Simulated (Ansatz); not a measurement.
## Single-point calculation of Co

Co (P-3m1, 2 atoms in the cell), computed with DFT, PBE, PAW with Ansatz's default frozen-core files, scalar-relativistic (Ansatz 0.2.0).

The structure derives from a Materials Project entry. It belongs to a series of runs on one base structure; here: parallel moments on spinors, PAW files. Figures and captions count atoms from 1; the log counts them from 0 in places.

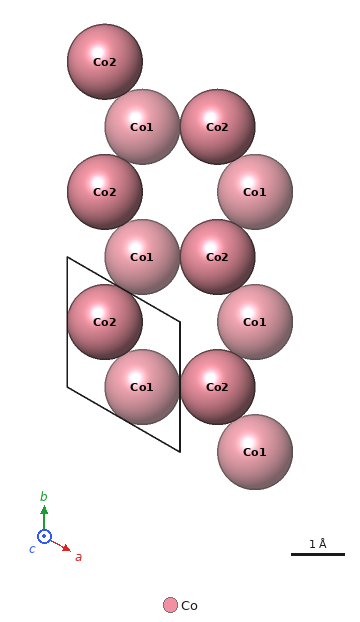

Fig. 1: The structure as given in the input (spheres-only view of the cell of the calculation, repeated 2 × 3 × 1, along the c axis; atoms are numbered from 1 in the order of the input).

## Input file
```yaml
crystal:
  lattice:
    - [2.4873648738, 0.0, 0.0]
    - [-1.2436824369, 2.1541211692, 0.0]
    - [0.0, 0.0, 4.0632895034]
  atoms:
    - { symbol: Co, position: [0.6666666667, 0.3333333333, 0.259861], spin: 1.7, spin_axis: [0.0, 0.0, 1.0] }
    - { symbol: Co, position: [0.3333333333, 0.6666666667, 0.740139], spin: 1.7, spin_axis: [0.0, 0.0, 1.0] }
magnetization:
  noncollinear: true
kpoints:
  mp_grid: { grid: [15, 15, 8] }
scf:
  occupations: { method: fermi_dirac, width: 0.08 }
  lower_state_search: "off"
hamiltonian:
  xc: pbe
  pseudopotentials: { kind: paw }
output:
  eigenvalues: false
```

Hardware: 2 threads of Arm Neoverse V1, 24 GiB of memory available, shared host.

Command:
```bash
ansatz run input.yaml --threads 2 --pin off --max-ram 4096MiB --backend cpu --events-out ev --progress --plain --runs-dir out
```

## What the program printed
```
settings of this run that can trade accuracy for cost: output.eigenvalues: false. Do not mix this run's numbers with those of runs without the same settings; the input reference describes each key
Engine: ansatz 0.2.0, aarch64-unknown-linux-gnu
Pseudopotentials: kind: paw
Pseudopotential: Co, paw, valence charge 17, recommended cutoff 420 eV (normal), Co.paw.azcp
Functional definition: PBE
  parameter kappa = 0.804
  parameter beta = 0.06672455060314922
  exchange = pbe_x(kappa = kappa, mu = beta*pi^2/3)
  correlation = pbe_c(beta = beta)
Crystal: 2 atoms, lattice volume = 21.771 Å³
Basis set: ecut = 420 eV, 391 PW (Γ)
Bands: 42, of which v1, the nominal top of the filled ones, is band 34 counted from 1 (33 counted from 0)
Symmetry: 12 space group operations + 12 with time reversal
Moments: of one size on atoms that these operations exchange, one fixing the others by the rotation that the starting moments gave each, and all in one plane where the starting moments lie in one or along one axis (crystal.symmetry.detect: false holds none)
k-points: 192 of 1800
Non-local potential: Co, projectors of the file, l = 0: 3, l = 1: 2, l = 2: 3, l = 3: 1
PAW form: soft (Blöchl's): semilocal exchange-correlation on the pseudo side does not see the compensation charge
PAW one-centre angular grid: Co, 590 points (default); XC on 64 Gauss nodes
Initial density: superposition of atomic densities (chi_scale 0.1, normalization cell)
Starting moments: Σ|m| = 3.4 μB on 2 of 2 sites
Initial wavefunctions: pseudopotential atomic-orbital guess
Functional: x = pbe(κ = 0.804, μ = 0.2195149727645171), c = pbe(β = 0.06672455060314922)
iter 1 solved again at ethr=8.21e-4 eV; its pass at ethr=3.10e-3 eV (dr2=2.79e-1 eV) is discarded
SCF iter   1: F=—  HF=-10252.196941 eV  |F-HF|=—  |Δ(HF+E_count)|=         —  Δρ=6.82e-2  dr2=2.81e-1  dr2_m=2.32e-1  ethr=8.21e-4  |M|=3.18e0 ∫|m|=3.25e0 μB  |m|>n=0.0e0 m-floor=0.0e0 τ_xc=0.0e0  β_m=1.00  ⟨swp⟩=1.1  Hψ=34352  notcnv=0
preconditioner: auto → none  [metal: Δε(μ)=0.006 eV  Ē_g=6.177 eV  σ=0.080 eV  W_gap=0.02  n_scr=8 (ndim 8)  ℏωp=33.8 eV  f_vac=0.000  D(μ)=1.90/eV (n_scr^D=22)  sad-step TF]
SCF iter   2: F=—  HF=-10252.192566 eV  |F-HF|=—  |Δ(HF+E_count)|=   4.38e-3  Δρ=2.17e-2  dr2=7.63e-2  dr2_m=2.35e-2  ethr=8.21e-4  |M|=3.17e0 ∫|m|=3.39e0 μB  |m|>n=0.0e0 m-floor=0.0e0 τ_xc=0.0e0  β_m=1.00  ⟨swp⟩=2.0  Hψ=13058  notcnv=0
SCF iter   3: F=—  HF=-10252.199671 eV  |F-HF|=—  |Δ(HF+E_count)|=   7.10e-3  Δρ=8.94e-3  dr2=4.86e-3  dr2_m=3.99e-3  ethr=2.24e-4  |M|=3.19e0 ∫|m|=3.45e0 μB  |m|>n=0.0e0 m-floor=0.0e0 τ_xc=0.0e0  β_m=1.00  ⟨swp⟩=2.0  Hψ=13972  notcnv=0  defer=41
SCF iter   4: F=—  HF=-10252.237222 eV  |F-HF|=—  |Δ(HF+E_count)|=   3.76e-2  Δρ=4.88e-3  dr2=8.71e-4  dr2_m=1.19e-3  ethr=1.43e-5  |M|=3.21e0 ∫|m|=3.49e0 μB  |m|>n=0.0e0 m-floor=0.0e0 τ_xc=0.0e0  β_m=1.00  ⟨swp⟩=2.0  Hψ=15542  notcnv=0  defer=50
SCF iter   5: F=—  HF=-10252.265977 eV  |F-HF|=—  |Δ(HF+E_count)|=   2.88e-2  Δρ=3.12e-3  dr2=5.32e-4  dr2_m=4.85e-4  ethr=2.56e-6  |M|=3.22e0 ∫|m|=3.51e0 μB  |m|>n=0.0e0 m-floor=0.0e0 τ_xc=0.0e0  β_m=1.00  ⟨swp⟩=2.0  Hψ=15881  notcnv=0  defer=50
SCF iter   6: F=—  HF=-10252.282312 eV  |F-HF|=—  |Δ(HF+E_count)|=   1.63e-2  Δρ=2.68e-3  dr2=2.13e-4  dr2_m=3.58e-4  ethr=1.56e-6  |M|=3.23e0 ∫|m|=3.53e0 μB  |m|>n=0.0e0 m-floor=0.0e0 τ_xc=0.0e0  β_m=0.30  ⟨swp⟩=2.0  Hψ=14460  notcnv=0  defer=50
Mixer restart at iter 6: flushing history
spin-set hold released at iteration 6 (site moments contracting): the magnetisation degrees of freedom join the quasi-Newton model from the next iteration; the mixer history was flushed
SCF iter   7: F=—  HF=-10252.292608 eV  |F-HF|=—  |Δ(HF+E_count)|=   1.03e-2  Δρ=3.59e-3  dr2=4.25e-5  dr2_m=6.43e-4  ethr=6.27e-7  |M|=3.24e0 ∫|m|=3.54e0 μB  |m|>n=0.0e0 m-floor=0.0e0 τ_xc=0.0e0  β_m=0.65  ⟨swp⟩=2.0  Hψ=14505  notcnv=0  defer=50
SCF iter   8: F=—  HF=-10252.303892 eV  |F-HF|=—  |Δ(HF+E_count)|=   1.13e-2  Δρ=2.89e-3  dr2=8.16e-4  dr2_m=4.16e-4  ethr=1.25e-7  |M|=3.26e0 ∫|m|=3.58e0 μB  |m|>n=0.0e0 m-floor=0.0e0 τ_xc=0.0e0  β_m=0.72  ⟨swp⟩=3.0  Hψ=19914  notcnv=0  defer=50
SCF iter   9: F=—  HF=-10252.304345 eV  |F-HF|=—  |Δ(HF+E_count)|=   4.52e-4  Δρ=4.71e-3  dr2=2.58e-3  dr2_m=1.13e-4  ethr=1.25e-7  |M|=3.27e0 ∫|m|=3.59e0 μB  |m|>n=0.0e0 m-floor=0.0e0 τ_xc=0.0e0  β_m=0.56  ⟨swp⟩=3.0  Hψ=18840  notcnv=0  defer=50
SCF iter  10: F=—  HF=-10252.303821 eV  |F-HF|=—  |Δ(HF+E_count)|=   5.24e-4  Δρ=2.77e-4  dr2=1.21e-7  dr2_m=3.83e-6  ethr=1.25e-7  |M|=3.27e0 ∫|m|=3.59e0 μB  |m|>n=0.0e0 m-floor=0.0e0 τ_xc=0.0e0  β_m=0.78  ⟨swp⟩=2.8  Hψ=17200  notcnv=0  defer=50
SCF iter  11: F=—  HF=-10252.303822 eV  |F-HF|=—  |Δ(HF+E_count)|=   1.72e-6  Δρ=4.55e-5  dr2=1.08e-7  dr2_m=1.03e-7  ethr=2.94e-10  |M|=3.27e0 ∫|m|=3.59e0 μB  |m|>n=0.0e0 m-floor=0.0e0 τ_xc=0.0e0  β_m=0.89  ⟨swp⟩=3.0  Hψ=22030  notcnv=0
SCF iter  12: F=—  HF=-10252.303823 eV  |F-HF|=—  |Δ(HF+E_count)|=   2.00e-7  Δρ=2.29e-5  dr2=3.78e-7  dr2_m=2.77e-9  ethr=2.94e-10  |M|=3.27e0 ∫|m|=3.59e0 μB  |m|>n=0.0e0 m-floor=0.0e0 τ_xc=0.0e0  β_m=0.65  ⟨swp⟩=3.0  Hψ=19145  notcnv=0
SCF iter  13: F=-10252.303823 eV  HF=-10252.303823 eV  |F-HF|=1.79e-9  |Δ(HF+E_count)|=   1.13e-7  Δρ=4.29e-6  dr2=6.05e-10  dr2_m=9.17e-10  ethr=2.94e-10  |M|=3.27e0 ∫|m|=3.59e0 μB  |m|>n=0.0e0 m-floor=0.0e0 τ_xc=0.0e0  ⟨swp⟩=1.0  Hψ=20645  notcnv=0
SCF 1 converged in 13 iterations: F = -10252.303823 eV  dr2 = 6.05e-10
  greatest PAW one-centre occupation: 1.000 electrons in one spin orbital (limit 2), on the Co atom at site 1 (counted from 0), in its partial waves of l = 0
```

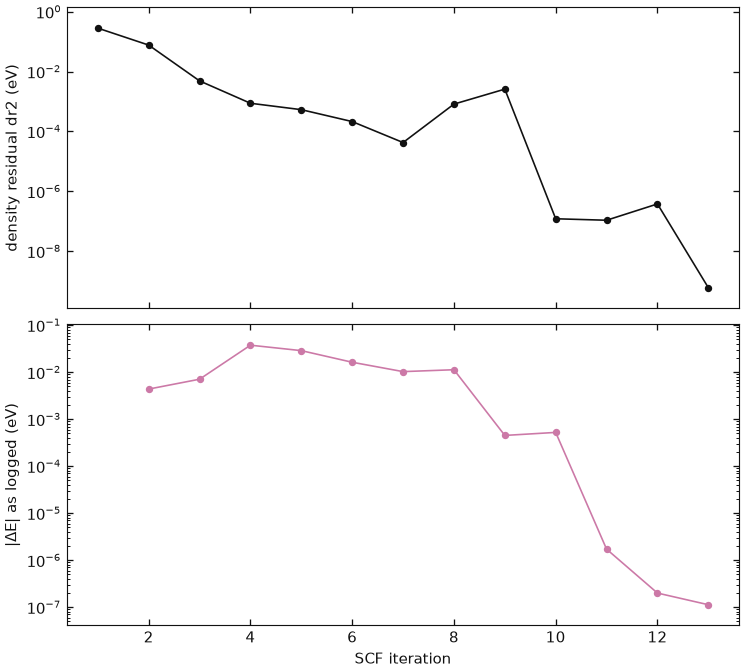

Fig. 2: Convergence of the self-consistent field: density residual dr2 and size of the energy change against the SCF iteration. The residual falls unevenly and jumps up by a factor of two or more 3 times on the way down.

```
SCF converged after 13 iterations
Stability not checked: this state was not tested for a lower state beside it, because this non-collinear magnet's GGA is evaluated by the locally collinear projection, under which the energy is not smooth in the magnetisation (locally_collinear_gga; see scf.lower_state_search)
Magnetization: |M| = 3.2653 μB,  M = (+0.0000, +0.0000, +3.2653) μB
Absolute magnetization: 3.5921 μB (∫|m|, with the PAW one-centre terms)
Moment direction: held on its axis by an average over the rotations of spin about it
  site 0: m = (+0.0000, +0.0000, +1.7091) μB, |m| = 1.7091 μB  (R = 1.00 Å)
  site 1: m = (+0.0000, +0.0000, +1.7091) μB, |m| = 1.7091 μB  (R = 1.00 Å)
Free energy (F): -10252.303823 eV
Harris-Foulkes:  -10252.303823 eV  (|F-HF|=1.79e-9)
Internal energy: -10252.269578 eV  (E = F + TS)
E sigma→0 (E₀):  -10252.286700 eV
Entropy (-TS):   -0.034244 eV (-17.122 meV/atom)
Fermi energy:    18.641926 eV
--- Per-component energies (eV) ---
  E_band       = -490.423483
  E_kinetic    = 907.260168
  E_local      = -5688.103106  (includes V_loc(G=0)·N_el)
  E_nonlocal   = 908.304662
  E_hartree    = 2384.782805
  E_xc         = -318.010486
  E_vxc        = -410.372125  (∫ρ·V_xc dr)
  E_paw        = -3030.343432  (= ΣΔE_a)
  E_vpaw       = -977.080364  (= ΣTr[D̂ρ^β])
  E_aug_tail   = 0.000157  (compensation charges beyond the density's cutoff)
  E_ewald      = -5416.160346
  E_smearing   = -0.034244  (= −TS)
  E_closure    = -0.000000  (closes the sum)
  Σ components = -10252.303823   (vs F -10252.303823, Δ=0.00e0)
settings of this run that can trade accuracy for cost: output.eigenvalues: false. Do not mix this run's numbers with those of runs without the same settings; the input reference describes each key
```

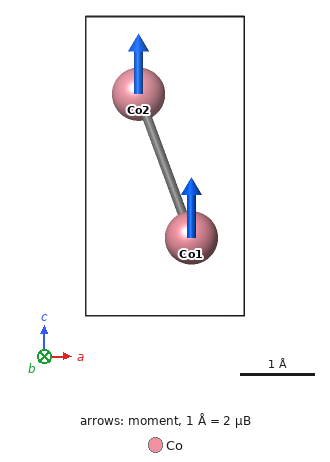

Fig. 3: Magnetic moments of the sites as blue arrows (ball-and-stick view of the cell of the calculation, along the b axis; atoms are numbered from 1 in the order of the input); small moments hardly show. Site moments: Co1, Co2 (1.65 μB). They are counted near the atoms and needn't add up to the moment of the cell.

## Summary

| quantity | value |
| --- | --- |
| outcome | converged |
| space group (tolerance 0.01 Å) | P-3m1 (164) |
| electrons treated | 34 |
| free energy | −10252.3038 eV |
| Fermi energy | 18.642 eV |
| net moment of the cell | 3.27 μB |
| integrated absolute moment | 3.59 μB |
| wall time | 31 s (CPU time 61 s) |
| peak memory | 0.51 GiB |
